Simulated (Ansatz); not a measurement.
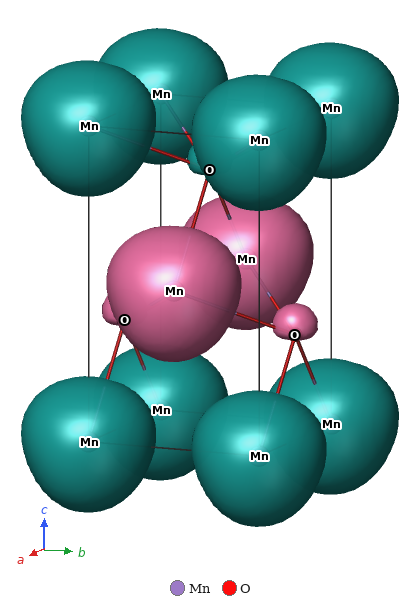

Figure. MnO. Isosurfaces of the spin density (up minus down) at +0.1 (teal) and −0.1 e/Å³ (pink), seen slightly off an axis. Sticks mark near contacts.

Space group P-6m2; a generated structure, not necessarily the stable one; built by placing these elements on a known structure type; computed pressure about −21 GPa in this cell; spin-polarised.

Computed with Kohn-Sham DFT of a periodic cell, LDA, Ansatz PAW in Ansatz.

```
CELL_PARAMETERS angstrom
0.00000 0.00000 2.89807
1.48474 2.57165 0.00000
-4.45423 2.57165 0.00000
ATOMIC_POSITIONS crystal
Mn 0.00000 0.00000 0.00000
Mn 0.00000 0.50000 0.50000
O 0.50000 0.50000 0.83333
O 0.50000 0.00000 0.33333
```

### Where is the spin, and how is it ordered?

The spin density sits on Mn: +3.8 μB and −3.8 μB in one cell of 4 atoms, with smaller moments on other sites: O (±0.09 μB): antiferromagnetic in this solution, which needn't be the ground state, with some nearest magnetic neighbours parallel and some opposed. The cell of the calculation (4 atoms) carries 0.0 μB of net spin moment.
